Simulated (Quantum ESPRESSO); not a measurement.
# Fe: band-structure run (part 2 of 2)

Continued. System: Fe (Im-3m, 1 atom in the cell). Method: Kohn-Sham DFT of a periodic cell, AM05, SG15 PBE 1.2, spin-polarised (Quantum ESPRESSO 7.5); cutoff 952.4 eV, 13×13×13 k-mesh, fermi-dirac of 0.05 eV, collinear spins. The structure derives from an entry of the Crystallography Open Database.

Geometry of the input (Å; fractional positions):
```
-1.4430  1.4430  1.4430
1.4430  -1.4430  1.4430
1.4430  1.4430  -1.4430
Fe 0.0000  0.0000  0.0000
```

## Log, continued
```
        k(   78) = (  -0.0000000  -0.1332347   0.6661734), wk =   0.0109240
        k(   79) = (   0.0666173  -0.0666173   0.6661734), wk =   0.0109240
        k(   80) = (  -0.7994081  -0.1332347  -0.1332347), wk =   0.0109240
        k(   81) = (   0.0000000   0.0000000   0.6661734), wk =   0.0027310
        k(   82) = (  -0.0000000  -0.0666173   0.7327907), wk =   0.0109240
        k(   83) = (  -0.7994081  -0.0666173  -0.0666173), wk =   0.0036413
        k(   84) = (  -0.0000000   0.0000000   0.7994081), wk =   0.0027310

     Dense  grid:     6459 G-vectors     FFT dimensions: (  25,  25,  25)

     WARNING: libxc functional with ID  120 depends
      on external parameters: check the user_guide of
      QE if you need to modify them or to check their
      default values.

     WARNING: libxc functional with ID  135 depends
      on external parameters: check the user_guide of
      QE if you need to modify them or to check their
      default values.
     Generating pointlists ...
     new r_m :   0.4125 (alat units)  1.9483 (a.u.) for type    1

     Initial potential from superposition of free atoms

     starting charge      15.9550, renormalised to      16.0000
     Starting wfcs are random

     Self-consistent Calculation

     iteration #  1     ecut=    70.00 Ry     beta= 0.30
     Davidson diagonalization with overlap
     ethr =  1.00E-02,  avg # of iterations =  8.6

     Threshold (ethr) on eigenvalues was too large:
     Diagonalizing with lowered threshold

     Davidson diagonalization with overlap
     ethr =  6.35E-04,  avg # of iterations =  1.9

     total energy              =    -236.28349254 Ry
     estimated scf accuracy    <       0.09510477 Ry

     total magnetization       =     2.41 Bohr mag/cell
     absolute magnetization    =     2.44 Bohr mag/cell

     iteration #  2     ecut=    70.00 Ry     beta= 0.30
     Davidson diagonalization with overlap
     ethr =  5.94E-04,  avg # of iterations =  1.2

     total energy              =    -236.30073042 Ry
     estimated scf accuracy    <       0.01189689 Ry

     total magnetization       =     2.50 Bohr mag/cell
     absolute magnetization    =     2.53 Bohr mag/cell

     iteration #  3     ecut=    70.00 Ry     beta= 0.30
     Davidson diagonalization with overlap
     ethr =  7.44E-05,  avg # of iterations =  1.4

     total energy              =    -236.30553329 Ry
     estimated scf accuracy    <       0.00564915 Ry

     total magnetization       =     2.47 Bohr mag/cell
     absolute magnetization    =     2.51 Bohr mag/cell

     iteration #  4     ecut=    70.00 Ry     beta= 0.30
     Davidson diagonalization with overlap
     ethr =  3.53E-05,  avg # of iterations =  1.4

     total energy              =    -236.30638797 Ry
     estimated scf accuracy    <       0.00007780 Ry

     total magnetization       =     2.39 Bohr mag/cell
     absolute magnetization    =     2.48 Bohr mag/cell

     iteration #  5     ecut=    70.00 Ry     beta= 0.30
     Davidson diagonalization with overlap
     ethr =  4.86E-07,  avg # of iterations =  3.9

     total energy              =    -236.30645216 Ry
     estimated scf accuracy    <       0.00003858 Ry

     total magnetization       =     2.38 Bohr mag/cell
     absolute magnetization    =     2.47 Bohr mag/cell

     iteration #  6     ecut=    70.00 Ry     beta= 0.30
     Davidson diagonalization with overlap
     ethr =  2.41E-07,  avg # of iterations =  1.3

     total energy              =    -236.30649176 Ry
     estimated scf accuracy    <       0.00000524 Ry

     total magnetization       =     2.35 Bohr mag/cell
     absolute magnetization    =     2.45 Bohr mag/cell

     iteration #  7     ecut=    70.00 Ry     beta= 0.30
     Davidson diagonalization with overlap
     ethr =  3.28E-08,  avg # of iterations =  1.7

     total energy              =    -236.30649381 Ry
     estimated scf accuracy    <       0.00000191 Ry

     total magnetization       =     2.34 Bohr mag/cell
     absolute magnetization    =     2.45 Bohr mag/cell

     iteration #  8     ecut=    70.00 Ry     beta= 0.30
     Davidson diagonalization with overlap
     ethr =  1.20E-08,  avg # of iterations =  1.8

     total energy              =    -236.30649621 Ry
     estimated scf accuracy    <       0.00000027 Ry

     total magnetization       =     2.34 Bohr mag/cell
     absolute magnetization    =     2.44 Bohr mag/cell

     iteration #  9     ecut=    70.00 Ry     beta= 0.30
     Davidson diagonalization with overlap
     ethr =  1.72E-09,  avg # of iterations =  2.7

     total energy              =    -236.30649672 Ry
     estimated scf accuracy    <       0.00000011 Ry

     total magnetization       =     2.34 Bohr mag/cell
     absolute magnetization    =     2.44 Bohr mag/cell

     iteration # 10     ecut=    70.00 Ry     beta= 0.30
     Davidson diagonalization with overlap
     ethr =  6.91E-10,  avg # of iterations =  1.1

     total energy              =    -236.30649673 Ry
     estimated scf accuracy    <          5.8E-09 Ry

     total magnetization       =     2.34 Bohr mag/cell
     absolute magnetization    =     2.44 Bohr mag/cell

     iteration # 11     ecut=    70.00 Ry     beta= 0.30
     Davidson diagonalization with overlap
     ethr =  3.60E-11,  avg # of iterations =  2.4

     total energy              =    -236.30649674 Ry
     estimated scf accuracy    <          4.4E-10 Ry

     total magnetization       =     2.34 Bohr mag/cell
     absolute magnetization    =     2.44 Bohr mag/cell

     iteration # 12     ecut=    70.00 Ry     beta= 0.30
     Davidson diagonalization with overlap
     ethr =  2.76E-12,  avg # of iterations =  2.9

     Magnetic moment per site  (integrated on atomic sphere of radius R)
     atom   1 (R=0.412)  charge= 14.4179  magn=  2.3772

     End of self-consistent calculation

     Number of k-points >= 100: set verbosity='high' to print the bands.

     the Fermi energy is    17.7398 ev

!    total energy              =    -236.30649674 Ry
     estimated scf accuracy    <          3.8E-11 Ry
     smearing contrib. (-TS)   =      -0.00072471 Ry
     internal energy E=F+TS    =    -236.30577203 Ry

     The total energy is F=E-TS. E is the sum of the following terms:
     one-electron contribution =     -97.64692546 Ry
     hartree contribution      =      56.78799085 Ry
     xc contribution           =     -24.62055602 Ry
     ewald contribution        =    -170.82628140 Ry

     total magnetization       =     2.34 Bohr mag/cell
     absolute magnetization    =     2.44 Bohr mag/cell

     convergence has been achieved in  12 iterations

     Forces acting on atoms (cartesian axes, Ry/au):

     atom    1 type  1   force =     0.00000000    0.00000000    0.00000000

     Total force =     0.000000     Total SCF correction =     0.000000

     Computing stress (Cartesian axis) and pressure

          total   stress  (Ry/bohr**3)                   (kbar)     P=     -183.57
  -0.00124785  -0.00000000  -0.00000000         -183.57       -0.00       -0.00
  -0.00000000  -0.00124785  -0.00000000           -0.00     -183.57       -0.00
  -0.00000000  -0.00000000  -0.00124785           -0.00       -0.00     -183.57

=------------------------------------------------------------------------------=
   JOB DONE.
=------------------------------------------------------------------------------=
```

## File pp_density.out
```
This program is part of the open-source Quantum ESPRESSO suite
     for quantum simulation of materials; please cite
         "P. Giannozzi et al., J. Phys.:Condens. Matter 21 395502 (2009);
         "P. Giannozzi et al., J. Phys.:Condens. Matter 29 465901 (2017);
         "P. Giannozzi et al., J. Chem. Phys. 152 154105 (2020);
          URL
     in publications or presentations arising from this work. More details at

     ./tmp/pwscf.save/

     WARNING: libxc functional with ID  120 depends
      on external parameters: check the user_guide of
      QE if you need to modify them or to check their
      default values.

     WARNING: libxc functional with ID  135 depends
      on external parameters: check the user_guide of
      QE if you need to modify them or to check their
      default values.

     IMPORTANT: XC functional enforced from input :
     Exchange-correlation= XC-000I-000I-120L-135L-000I-000I
                           (   0   0 120 135   0   0   0)
     Any further DFT definition will be discarded
     Please, verify this is what you really want

     G-vector sticks info
     --------------------
     sticks:   dense  smooth     PW     G-vecs:    dense   smooth      PW
     Sum         471     471    155                 6459     6459    1205

     Using Slab Decomposition

     Calling punch_plot, plot_num =   0
     Writing data to file  density.dat
     Reading data from file  density.dat

     Writing data to be plotted to file density.cube
     Plot Type: 3D                     Output format: Gaussian cube

=------------------------------------------------------------------------------=
   JOB DONE.
=------------------------------------------------------------------------------=
```

## File pp_potential.out
```
This program is part of the open-source Quantum ESPRESSO suite
     for quantum simulation of materials; please cite
         "P. Giannozzi et al., J. Phys.:Condens. Matter 21 395502 (2009);
         "P. Giannozzi et al., J. Phys.:Condens. Matter 29 465901 (2017);
         "P. Giannozzi et al., J. Chem. Phys. 152 154105 (2020);
          URL
     in publications or presentations arising from this work. More details at

     ./tmp/pwscf.save/

     WARNING: libxc functional with ID  120 depends
      on external parameters: check the user_guide of
      QE if you need to modify them or to check their
      default values.

     WARNING: libxc functional with ID  135 depends
      on external parameters: check the user_guide of
      QE if you need to modify them or to check their
      default values.

     IMPORTANT: XC functional enforced from input :
     Exchange-correlation= XC-000I-000I-120L-135L-000I-000I
                           (   0   0 120 135   0   0   0)
     Any further DFT definition will be discarded
     Please, verify this is what you really want

     G-vector sticks info
     --------------------
     sticks:   dense  smooth     PW     G-vecs:    dense   smooth      PW
     Sum         471     471    155                 6459     6459    1205

     Using Slab Decomposition

     Calling punch_plot, plot_num =  11
     Writing data to file  potential.dat
     Reading data from file  potential.dat

     Writing data to be plotted to file potential.cube
     Plot Type: 3D                     Output format: Gaussian cube

=------------------------------------------------------------------------------=
   JOB DONE.
=------------------------------------------------------------------------------=
```

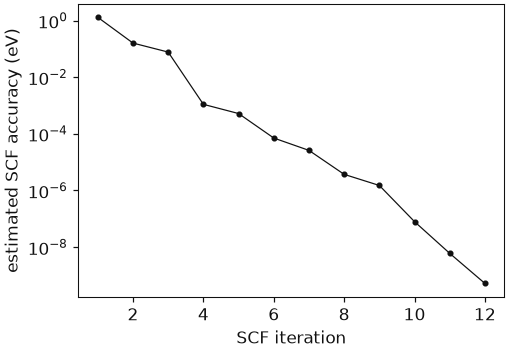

Fig. 1: Convergence of the self-consistent field: estimated SCF accuracy against the iteration. The field takes 12 iterations in all.

## Results in brief

| quantity | value |
| --- | --- |
| outcome | converged |
| space group (tolerance 0.01 Å) | Im-3m (229) |
| electrons treated | 16 |
| free energy | −3215.1137 eV |
| gap on the k-point mesh | none (metallic) |
| net moment of the cell | 2.34 μB |
| integrated absolute moment | 2.44 μB |
| pressure | −18.36 GPa |
| largest force (length of the vector) | under 0.001 eV/Å |
| wall time | 57 s |
| peak memory | 0.09 GiB |

## Remarks

Further notes kept with the run: potentials made for another functional. Points of doubt noted for this run: potentials made for another functional. The cell is under a tension of 18.4 GPa at this level, so it is not at its equilibrium volume.
